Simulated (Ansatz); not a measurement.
## Geometry relaxation of NiSi (part 2 of 2)

Continued. System: NiSi (Pnma, 8 atoms in the cell). Method: DFT PBE, scalar-relativistic, plane waves, PAW, no spin polarisation (Ansatz 0.2.0); cutoff 420 eV, 8×10×6 k-mesh, Gaussian smearing of 0.1 eV. The structure derives from an entry of the Crystallography Open Database. It belongs to a series of runs on one base structure; here: volume × 1.03, shape and atoms relaxed.

Geometry of the input (Å; fractional positions):
```
5.2051  0.0000  0.0000
0.0000  3.4089  0.0000
0.0000  0.0000  5.6754
Si 0.3212  0.7500  0.0841
Si 0.1788  0.2500  0.5841
Si 0.8212  0.7500  0.4159
Si 0.6788  0.2500  0.9159
Ni 0.0082  0.2500  0.1885
Ni 0.4918  0.7500  0.6885
Ni 0.5082  0.2500  0.3115
Ni 0.9918  0.7500  0.8115
```

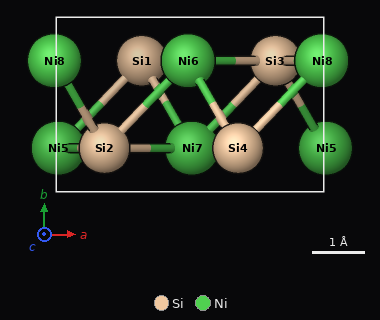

**Figure 1.** The geometry at step 3 of the log (ball-and-stick view of the cell of the calculation, along the c axis; atoms are numbered from 1 in the order of the input).

```
basis re-selected at this cell: Δ(F+E_penalty+E_count) = -8.205e-6 eV, ΔP = +0.000 GPa vs the last step (what re-selecting the basis moved, of the pressure what is left beyond the Pulay correction that the steps carried, after the strain that the cell walked since its last selection, with what the two solves' SCF thresholds leave and, on support functions, any second-order correction that the steps lacked; it is no measure of the basis error at this ecutwfc). This SCF's stress stands 1.88e-2 GPa from its target on what of the cell is left free (relax.cell.stress_tol is 1.00e-1 GPa) and its largest allowed force component is 2.90e-3 eV/Å (relax.f_tol is 1.00e-2 eV/Å): within both
SCF converged after 8 iterations
Free energy (F): -25906.118984 eV
Harris-Foulkes:  -25906.118984 eV  (|F-HF|=3.64e-12)
Internal energy: -25906.110200 eV  (E = F + TS)
E sigma→0 (E₀):  -25906.114592 eV
Entropy (-TS):   -0.008784 eV (-1.098 meV/atom)
Fermi energy:    14.005471 eV
--- Per-component energies (eV) ---
  E_band       = -1355.344181
  E_kinetic    = 1304.037106
  E_local      = -18056.145144  (includes V_loc(G=0)·N_el)
  E_nonlocal   = 2637.231601
  E_hartree    = 7752.433111
  E_xc         = -566.485413
  E_vxc        = -633.358213  (∫ρ·V_xc dr)
  E_paw        = -8569.514336  (= ΣΔE_a)
  E_vpaw       = -2111.977889  (= ΣTr[D̂ρ^β])
  E_aug_tail   = 0.002127  (compensation charges beyond the density's cutoff)
  E_ewald      = -10407.669252
  E_smearing   = -0.008784  (= −TS)
  E_closure    = -0.000000  (closes the sum)
  Σ components = -25906.118984   (vs F -25906.118984, Δ=0.00e0)
--- Forces (eV/Å), atoms counted from 1 ---
  atom   1  Si    -0.00205324    -0.00000000    -0.00289973
  atom   2  Si     0.00205324    -0.00000000    -0.00289973
  atom   3  Si    -0.00205324    -0.00000000     0.00289973
  atom   4  Si     0.00205324    -0.00000000     0.00289973
  atom   5  Ni    -0.00046140     0.00000000    -0.00131727
  atom   6  Ni     0.00046140     0.00000000    -0.00131727
  atom   7  Ni    -0.00046140     0.00000000     0.00131727
  atom   8  Ni     0.00046140     0.00000000     0.00131727
  max |Σ_I F_I| component: 2.08e-17 eV/Å
--- Stress (GPa, compression-positive) ---
       -4.576235       0.000000       0.000000
        0.000000      -4.554149       0.000000
        0.000000       0.000000      -4.588592
  P = ⅓ Tr σ = -4.5730 GPa (-45.730 kbar)
--- Band table (eV; the first three rows and the last of 120) ---
  k-point 0: bands = ["-89.8181", "-89.8153", "-89.8142", "-89.8115", "-50.2760", "-50.2723", "-50.2568", "-50.2511", "-50.2168", "-50.2162", "-50.1956", "-50.1910", "-50.1833", "-50.1787", "-50.1746", "-50.1720", "1.3019", "4.5448", "5.8053", "6.3525", "7.6696", "8.1374", "9.8253", "10.1678", "10.2614", "10.2882", "10.3396", "10.3431", "10.5461", "10.8541", "11.0121", "11.1565", "11.3397", "11.4821", "11.7311", "11.7606", "11.8728", "11.9590", "11.9923", "12.1531", "12.1743", "12.8774", "12.9401", "13.0957", "14.6151", "15.1519", "17.2860", "17.7414", "17.9990", "18.4170", "18.6872", "19.8455", "20.2224"]
  k-point 1: bands = ["-89.8179", "-89.8158", "-89.8137", "-89.8116", "-50.2758", "-50.2726", "-50.2564", "-50.2515", "-50.2167", "-50.2162", "-50.1953", "-50.1915", "-50.1828", "-50.1790", "-50.1744", "-50.1722", "1.4238", "4.0058", "6.1760", "6.4091", "7.5849", "8.5213", "9.4327", "10.1151", "10.1796", "10.2081", "10.2870", "10.5550", "10.5773", "10.9041", "11.0219", "11.1076", "11.4196", "11.5442", "11.7000", "11.7057", "11.7211", "11.9355", "11.9405", "12.1423", "12.3889", "12.7332", "13.1061", "13.3225", "14.8020", "15.4825", "16.7207", "17.7693", "18.0660", "18.1645", "18.3105", "19.8408", "20.3783"]
  k-point 2: bands = ["-89.8176", "-89.8165", "-89.8130", "-89.8119", "-50.2751", "-50.2732", "-50.2554", "-50.2525", "-50.2167", "-50.2164", "-50.1947", "-50.1925", "-50.1818", "-50.1796", "-50.1739", "-50.1726", "1.7852", "3.1429", "6.5630", "6.6451", "7.4908", "8.5835", "9.2774", "9.9667", "10.2269", "10.3077", "10.3475", "10.5625", "10.7767", "11.0209", "11.0328", "11.0951", "11.3075", "11.3531", "11.5489", "11.5582", "11.7444", "11.9733", "12.1033", "12.1121", "12.4580", "12.6316", "13.2347", "14.0535", "14.6773", "15.8326", "16.2538", "17.2055", "17.9303", "18.2600", "18.8114", "19.7807", "20.1426"]
  k-point 119: bands = ["-89.8147", "-89.8147", "-89.8147", "-89.8147", "-50.2651", "-50.2651", "-50.2651", "-50.2651", "-50.1955", "-50.1955", "-50.1955", "-50.1955", "-50.1878", "-50.1878", "-50.1878", "-50.1878", "5.5617", "5.5617", "5.5617", "5.5617", "7.7119", "7.7119", "7.7119", "7.7119", "10.4751", "10.4751", "10.4751", "10.4751", "10.8555", "10.8555", "10.8555", "10.8555", "11.5490", "11.5490", "11.5490", "11.5490", "11.9367", "11.9367", "11.9367", "11.9367", "12.2093", "12.2093", "12.2093", "12.2093", "16.3848", "16.3848", "16.3848", "16.3848", "17.3728", "17.3728", "17.3728", "17.3728", "19.8294"]
--- Relaxed structure (3 steps of the walk, 3 accepted, 1 SCFs on fresh bases) ---
  F+E_penalty+E_count = -25906.11898365 eV   max|allowed force component| = 2.900e-3 eV/Å   (the final SCF, on the basis selected at the relaxed cell)
  cell:  # Å, volume = 100.7024 Å³
    - [5.202343522456483, 0.0, 0.0]
    - [0.0, 3.4014931205584102, 0.0]
    - [0.0, 0.0, 5.690773930566541]
  atoms:
    - { symbol: Si, position: [0.3198164324468801, 0.7499999999999999, 0.08309927453321769] }
    - { symbol: Si, position: [0.18018356755311993, 0.24999999999999997, 0.5830992745332176] }
    - { symbol: Si, position: [0.8198164324468801, 0.7499999999999999, 0.41690072546678236] }
    - { symbol: Si, position: [0.6801835675531199, 0.24999999999999997, 0.9169007254667823] }
    - { symbol: Ni, position: [0.007008462734151577, 0.24999999999999997, 0.19003668387370196] }
    - { symbol: Ni, position: [0.49299153726584843, 0.7499999999999999, 0.690036683873702] }
    - { symbol: Ni, position: [0.5070084627341516, 0.24999999999999997, 0.3099633161262981] }
    - { symbol: Ni, position: [0.9929915372658484, 0.7499999999999999, 0.809963316126298] }
```

## Trajectory as extended XYZ (Å, eV, eV/Å), 4 frames, from step=1 to step=4
```
8
Lattice="5.2051 0.0000 0.0000 0.0000 3.4089 0.0000 0.0000 0.0000 5.6754" Properties=species:S:1:pos:R:3:forces:R:3 step=1 energy=-25906.11646 pressure_GPa=-4.84
Si    1.6721    2.5567    0.4772   -0.0369   0.0000  -0.0247
Si    0.9304    0.8522    3.3149    0.0369   0.0000  -0.0247
Si    4.2747    2.5567    2.3605   -0.0369   0.0000   0.0247
Si    3.5330    0.8522    5.1982    0.0369   0.0000   0.0247
Ni    0.0428    0.8522    1.0697   -0.0441   0.0000   0.0607
Ni    2.5598    2.5567    3.9074    0.0441   0.0000   0.0607
Ni    2.6453    0.8522    1.7679   -0.0441   0.0000  -0.0607
Ni    5.1623    2.5567    4.6056    0.0441   0.0000  -0.0607
8
Lattice="5.2050 0.0000 0.0000 0.0000 3.4042 0.0000 0.0000 0.0000 5.6833" Properties=species:S:1:pos:R:3:forces:R:3 step=2 energy=-25906.11841 pressure_GPa=-4.70
Si    1.6680    2.5532    0.4750   -0.0186   0.0000  -0.0165
Si    0.9345    0.8511    3.3167    0.0186   0.0000  -0.0165
Si    4.2705    2.5532    2.3666   -0.0186   0.0000   0.0165
Si    3.5370    0.8511    5.2083    0.0186   0.0000   0.0165
Ni    0.0395    0.8511    1.0761   -0.0220   0.0000   0.0242
Ni    2.5630    2.5532    3.9178    0.0220   0.0000   0.0242
Ni    2.6419    0.8511    1.7656   -0.0220   0.0000  -0.0242
Ni    5.1655    2.5532    4.6072    0.0220   0.0000  -0.0242
8
Lattice="5.2023 0.0000 0.0000 0.0000 3.4015 0.0000 0.0000 0.0000 5.6908" Properties=species:S:1:pos:R:3:forces:R:3 step=3 energy=-25906.11898 pressure_GPa=-4.57
Si    1.6638    2.5511    0.4729   -0.0020   0.0000  -0.0029
Si    0.9374    0.8504    3.3183    0.0020   0.0000  -0.0029
Si    4.2650    2.5511    2.3725   -0.0020   0.0000   0.0029
Si    3.5385    0.8504    5.2179    0.0020   0.0000   0.0029
Ni    0.0365    0.8504    1.0815   -0.0005   0.0000  -0.0013
Ni    2.5647    2.5511    3.9268    0.0005   0.0000  -0.0013
Ni    2.6376    0.8504    1.7639   -0.0005   0.0000   0.0013
Ni    5.1659    2.5511    4.6093    0.0005   0.0000   0.0013
8
Lattice="5.2023 0.0000 0.0000 0.0000 3.4015 0.0000 0.0000 0.0000 5.6908" Properties=species:S:1:pos:R:3:forces:R:3 step=4 energy=-25906.11898 pressure_GPa=-4.57
Si    1.6638    2.5511    0.4729   -0.0021   0.0000  -0.0029
Si    0.9374    0.8504    3.3183    0.0021   0.0000  -0.0029
Si    4.2650    2.5511    2.3725   -0.0021   0.0000   0.0029
Si    3.5385    0.8504    5.2179    0.0021   0.0000   0.0029
Ni    0.0365    0.8504    1.0815   -0.0005   0.0000  -0.0013
Ni    2.5647    2.5511    3.9268    0.0005   0.0000  -0.0013
Ni    2.6376    0.8504    1.7639   -0.0005   0.0000   0.0013
Ni    5.1659    2.5511    4.6093    0.0005   0.0000   0.0013
```

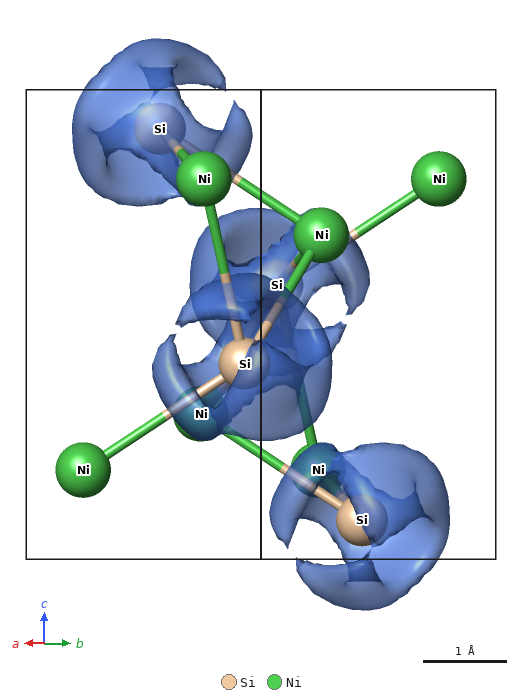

**Figure 2.** Isosurface of the ELF at 0.65 (blue), seen along [110]. Only the valence region is drawn (cores and ρ < 0.01 e/Å³ removed). Sticks mark near contacts. The outline is the cell set on symmetry axes. Along the contacts the grid gives the following. Si–Ni (2.30 Å): the ELF is about 0.50 at the midpoint. Si–Ni (2.35 Å): the ELF is about 0.55 at the midpoint. The fields are those of the smooth PAW valence density.

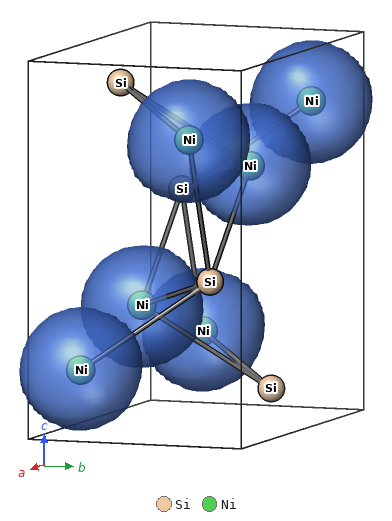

**Figure 3.** Isosurface of the valence pseudo-density at 0.6 e/Å³ (blue), seen slightly off an axis. Sticks mark near contacts. The outline is the cell set on symmetry axes. At this value the density breaks into separate islands; it holds about 70 % of the electrons treated as valence (semicore included). It is pinched off along the Si–Ni (2.30 Å), Si–Ni (2.35 Å) and Si–Ni (2.41 Å) contacts. On the grid the lowest density along these lines, outside the cores, is 0.46 e/Å³ (Si–Ni, 2.30 Å), 0.45 e/Å³ (Si–Ni, 2.35 Å) and 0.41 e/Å³ (Si–Ni, 2.41 Å).

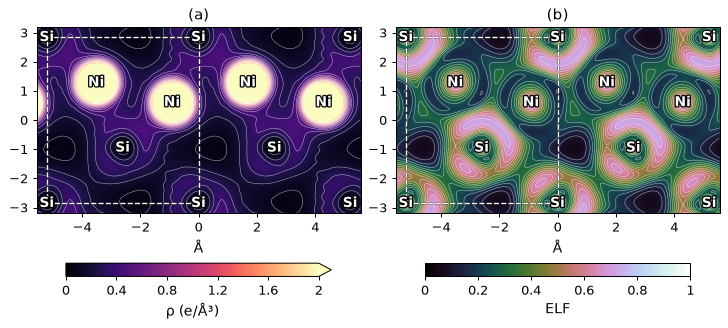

**Figure 4.** (a) valence electron density; (b) ELF on the (010) plane of the conventional cell. Si–Ni (2.30 Å): ρ is about 0.48 e/Å³ halfway; the ELF is about 0.50 at the midpoint. Si–Ni (2.41 Å): ρ at the midpoint is about 0.42 e/Å³; the ELF is about 0.50 at the midpoint. Away from the nuclei the density in this plane falls to 0.08 e/Å³ at its lowest. The strong features right at Ni lie inside the PAW spheres (semicore, d or f shells) and say nothing about bonding.
